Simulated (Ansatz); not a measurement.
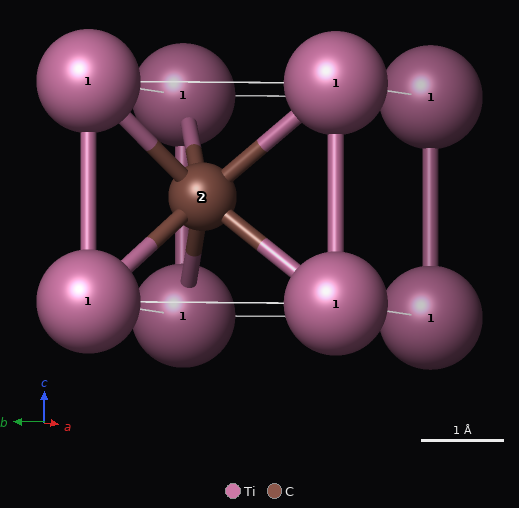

**Figure 1.** The input geometry (ball-and-stick view of the cell of the calculation, seen at an oblique angle; atoms are numbered from 1 in the order of the input).

# Run report: TiC, single-point calculation

System: TiC (2 atoms in the cell).
Method: DFT, PBE, all-electron LAPW, scalar-relativistic, no spin polarisation (Ansatz 0.2.0).

It belongs to a series of runs on one base structure; here: methfessel_paxton smearing of 0.2 eV. Figures and captions count atoms from 1; the log counts them from 0 in places.

### Input file
```yaml
crystal:
  lattice:
    - [3.0452841791, 0.0, 0.0]
    - [-1.5226420896, 2.6372934609, 0.0]
    - [0.0, 0.0, 2.6939039114]
  atoms:
    - { symbol: Ti, position: [0.0, 0.0, 0.0] }
    - { symbol: C, position: [0.3333333333, 0.6666666667, 0.5] }
kpoints:
  mp_grid: { grid: [16, 16, 14] }
scf:
  occupations: { method: methfessel_paxton, width: 0.2 }
hamiltonian:
  xc: pbe
  pseudopotentials: { kind: all_electron, lapw: { basis_error: 0.0005 } }
output:
  forces: true
  stress: true
  eigenvalues: true
```

Hardware: 1 thread of Arm Neoverse V1, 24 GiB of memory available, shared host.

Run as:
```bash
ansatz run input.yaml --threads 1 --pin off --max-ram 2048MiB --backend cpu --events-out ev --progress --plain --runs-dir out
```

### What the program printed
```
LAPW: plane waves up to 9.214 Å⁻¹, error target 5.0e-4 eV per atom; small_component_spin mean_spin; C in spheres of 0.966 Å, 6 of its electrons in bands, Dirac shells []; Ti in spheres of 1.249 Å, 18 of its electrons in bands, Dirac shells [] (how accurate: hamiltonian.pseudopotentials.lapw.basis_error, Limitations)
Engine: ansatz 0.2.0, aarch64-unknown-linux-gnu
Pseudopotentials: kind: all_electron
Pseudopotential: Ti, LAPW, valence charge 18, lapw/all_electron/scalar/gaussian/Ti, Koelling and Harmon's equation, gaussian nucleus
Pseudopotential: C, LAPW, valence charge 6, lapw/all_electron/scalar/gaussian/C, Koelling and Harmon's equation, gaussian nucleus
Functional definition: PBE
  parameter kappa = 0.804
  parameter beta = 0.06672455060314922
  exchange = pbe_x(kappa = kappa, mu = beta*pi^2/3)
  correlation = pbe_c(beta = beta)
Crystal: 2 atoms, lattice volume = 21.636 Å³
Basis set: ecut = 323.4437318053744 eV, 277 PW (Γ), exchange–correlation at level 2
Bands: 16, of which v1, the nominal top of the filled ones, is band 12 counted from 1 (11 counted from 0)
Symmetry: 12 space group operations
Space group: P-6m2 (ITA 187), of the structure as read, at distance tolerance 2.8e-5 Å
k-points: 240 of 3584 (time reversal used)
Non-local potential: Ti, projectors of the file, none
Non-local potential: C, projectors of the file, none
Initial density: superposition of atomic densities (chi_scale 0.1, normalization cell, long waves kept (reshape's long-wave potential 0.00 eV rms))
Initial wavefunctions: plane waves of lowest kinetic energy (no species holds an atomic orbital)
Functional: x = pbe(κ = 0.804, μ = 0.2195149727645171), c = pbe(β = 0.06672455060314922)
iter 1 solved again at ethr=3.06e-2 eV; its pass at ethr=1.00e-1 eV (dr2=7.35e0 eV) is discarded
SCF iter   1: F=—  HF=-24272.917827 eV  |F-HF|=—  |Δ(HF+E_count)|=         —  Δρ=1.56e-1  dr2=7.34e0  ethr=3.06e-2  ⟨swp⟩=2.0  Hψ=24990  notcnv=0
preconditioner: auto → none  [metal: Δε(μ)=0.025 eV  Ē_g=9.026 eV  σ=0.200 eV  W_gap=0.10  n_scr=8 (ndim 8)  ℏωp=22.6 eV  f_vac=0.000  D(μ)=0.13/eV (n_scr^D=0)  sad-step TF]
SCF iter   2: F=—  HF=-24271.477926 eV  |F-HF|=—  |Δ(HF+E_count)|=    1.44e0  S|Δr|=    0.00e0  Δρ=7.87e-2  dr2=1.52e0  ethr=3.06e-2  ⟨swp⟩=3.0  Hψ=11944  notcnv=0
iter 3 solved again at ethr=5.54e-4 eV; its pass at ethr=6.33e-3 eV (dr2=1.33e-1 eV) is discarded
SCF iter   3: F=—  HF=-24270.519864 eV  |F-HF|=—  |Δ(HF+E_count)|=   9.58e-1  S|Δr|=    0.00e0  Δρ=2.16e-2  dr2=1.33e-1  ethr=5.54e-4  ⟨swp⟩=2.0  Hψ=19077  notcnv=0
SCF iter   4: F=—  HF=-24270.515120 eV  |F-HF|=—  |Δ(HF+E_count)|=         —  Δρ=9.76e-3  dr2=2.19e-2  ethr=5.53e-4  ⟨swp⟩=2.0  Hψ=10650  notcnv=0
the basis was enlarged: its passes take 357.3 KiB over the memory plan, 1 of 1 planned eigensolver slots
SCF iter   5: F=—  HF=-24270.499982 eV  |F-HF|=—  |Δ(HF+E_count)|=   1.51e-2  S|Δr|=    0.00e0  Δρ=1.07e-3  dr2=2.20e-4  ethr=9.12e-5  ⟨swp⟩=2.1  Hψ=11156  notcnv=0
SCF iter   6: F=—  HF=-24270.499910 eV  |F-HF|=—  |Δ(HF+E_count)|=   7.19e-5  S|Δr|=    0.00e0  Δρ=2.21e-4  dr2=7.53e-6  ethr=9.15e-7  ⟨swp⟩=3.0  Hψ=11916  notcnv=0
SCF iter   7: F=—  HF=-24270.499912 eV  |F-HF|=—  |Δ(HF+E_count)|=   1.87e-6  S|Δr|=    0.00e0  Δρ=3.81e-5  dr2=3.00e-7  ethr=3.14e-8  ⟨swp⟩=2.9  Hψ=11652  notcnv=0
SCF iter   8: F=-24270.499912 eV  HF=-24270.499912 eV  |F-HF|=4.21e-8  |Δ(HF+E_count)|=   1.62e-7  S|Δr|=    0.00e0  Δρ=8.16e-6  dr2=1.81e-8  ethr=1.25e-9  ⟨swp⟩=2.5  Hψ=11278  notcnv=0
SCF 1 converged in 8 iterations: F = -24270.499912 eV  dr2 = 1.81e-8
SCF converged after 8 iterations
Stability not checked: this state was not tested for a lower state beside it, because cold or Methfessel-Paxton smearing, or corrected tetrahedra, fill the levels in a way that the test cannot read (fill_not_monotonic; see scf.lower_state_search)
Free energy (F): -24270.499912 eV
Harris-Foulkes:  -24270.499912 eV  (|F-HF|=4.21e-8)
Internal energy: -24270.501971 eV  (E = F + TS)
E sigma→0 (E₀):  -24270.500427 eV
Entropy (-TS):   0.002059 eV (1.030 meV/atom)
Fermi energy:    13.978789 eV
Step filling:    the computed levels leave a gap of 0.0140 eV = 0.1 smearing widths at the electron count; against every level under it full and every level over it empty, smearing changes F+E_penalty+E_count by +0.381 meV and its σ→0 estimate by -0.134 meV
--- Per-component energies (eV) ---
  E_band       = -3163.405559
  E_kinetic    = 24490.973018
  E_xc         = -1295.130250
  E_electrostatic = -47466.344739  (all electrons and nuclei)
  E_smearing   = 0.002059  (= −TS)
  E_closure    = 0.000000  (closes the sum)
  E_atoms      = -24254.253874  (free atoms, spherical and without spin; not in F)
  Σ components = -24270.499912   (vs F -24270.499912, Δ=0.00e0)
  Basis errors (estimates in eV, not in F): energy 1.5e-4 per atom: plane waves 1.3e-4 (7.3e-5 summed), levels above the bands 7.3e-250, relativity 9.9e-9, radial functions 2.2e-5, core shells 1.3e-7; eigenvalues (radial functions only) 9.0e-7; not estimated: angular momenta, meshes, grids; target (lapw.basis_error) 5.0e-4; muffin-tin radii C 0.966 Å, Ti 1.249 Å
--- Forces (eV/Å), atoms counted from 1 ---
  atom   1  Ti     0.00000000    -0.00000000     0.00000000
  atom   2  C      0.00000000     0.00000000     0.00000000
  max |Σ_I F_I| component: 0.00e0 eV/Å
--- Stress (GPa, compression-positive) ---
       -0.226084      -0.000000       0.000000
        0.000000      -0.226084       0.000000
        0.000000       0.000000       0.344572
  P = ⅓ Tr σ = -0.0359 GPa (-0.359 kbar)
--- Band table (eV; the first three rows and the last of 240) ---
  k-point 0: bands = ["-424.0982", "-424.0982", "-423.9854", "-250.4758", "-42.5168", "-18.6830", "-18.6830", "-18.2327", "1.9964", "12.3891", "12.3891", "13.0320", "16.3174", "17.3415", "17.3415", "19.6776"]
  k-point 1: bands = ["-424.0982", "-424.0982", "-423.9854", "-250.4758", "-42.5119", "-18.6791", "-18.6791", "-18.2723", "2.0980", "12.4439", "12.4439", "12.9353", "16.2621", "17.1048", "17.1048", "19.7771"]
  k-point 2: bands = ["-424.0982", "-424.0982", "-423.9854", "-250.4758", "-42.4981", "-18.6681", "-18.6681", "-18.3821", "2.3953", "12.5477", "12.6016", "12.6016", "16.2795", "16.5725", "16.5725", "19.9032"]
  k-point 239: bands = ["-424.0982", "-424.0982", "-423.9854", "-250.4758", "-42.3613", "-18.8865", "-18.8730", "-18.8177", "5.4130", "9.5792", "10.2504", "13.5443", "15.0959", "18.0958", "18.7754", "19.1855"]
```

### Summary

```tsv
quantity	value
outcome	converged
space group (tolerance 0.01 Å)	P-6m2 (187)
electrons in bands (core shells apart)	24
free energy	−24270.4999 eV
Fermi energy	13.979 eV
pressure	−0.04 GPa
largest force (length of the vector)	under 0.001 eV/Å
wall time	53 s
peak memory	0.49 GiB
```
